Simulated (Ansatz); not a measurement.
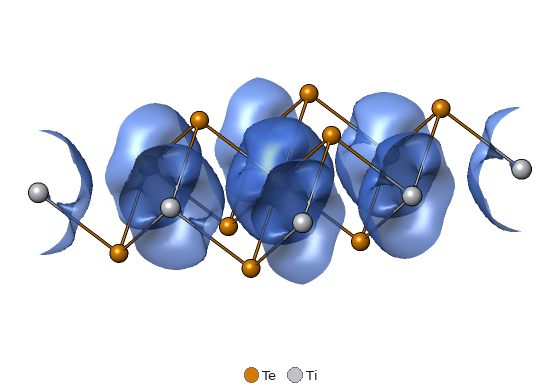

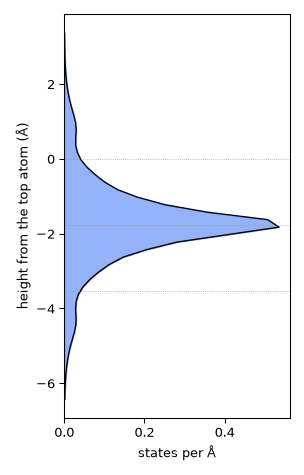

Density of all states between +0.25 and +0.50 eV (zero: the Fermi level) of monolayer TiTe2: blue isosurface at 9.6 × 10⁻³ e/Å³, seen from the side, tilted, and the full density summed over planes, the part near the nuclei included (dotted lines mark the atomic planes).

The first picture shows the smooth PAW orbitals' density alone, which lacks about 30 % of these states' charge, near the nuclei; the shares below count all of it.

All numbers here come from DFT PBE+D3(BJ), scalar-relativistic, plane waves, PAW (Ansatz 0.2.0). Cutoff 420 eV, 27 × 27 k-points, Gaussian smearing 0.05 eV, dipole correction. No spin polarisation. Spin–orbit coupling is left out; with Te it can shift levels and gaps. The run warns that the functional's potential is rough in the thin density of the vacuum, where the tip is; weak contrasts and barriers may feel it.

```yaml
crystal:
  lattice:
    - [3.68021, 0.00000, 0.00000]
    - [-1.84010, 3.18715, 0.00000]
    - [0.00000, 0.00000, 20.52669]
  atoms:
    - { symbol: Te, position: [0.33333, 0.66667, 0.41409] }
    - { symbol: Ti, position: [0.00000, 0.00000, 0.50000] }
    - { symbol: Te, position: [0.66667, 0.33333, 0.58591] }
```

Q: How is this energy window spread over the atomic planes?

A: The window holds 0.81 states per cell. Shares by plane (space cut midway between planes), top to bottom: Te 14 %, Ti 72 %, Te 14 %; the outer planes' shares include the vacuum, and density in a gap between layers is shared out between the planes on either side.
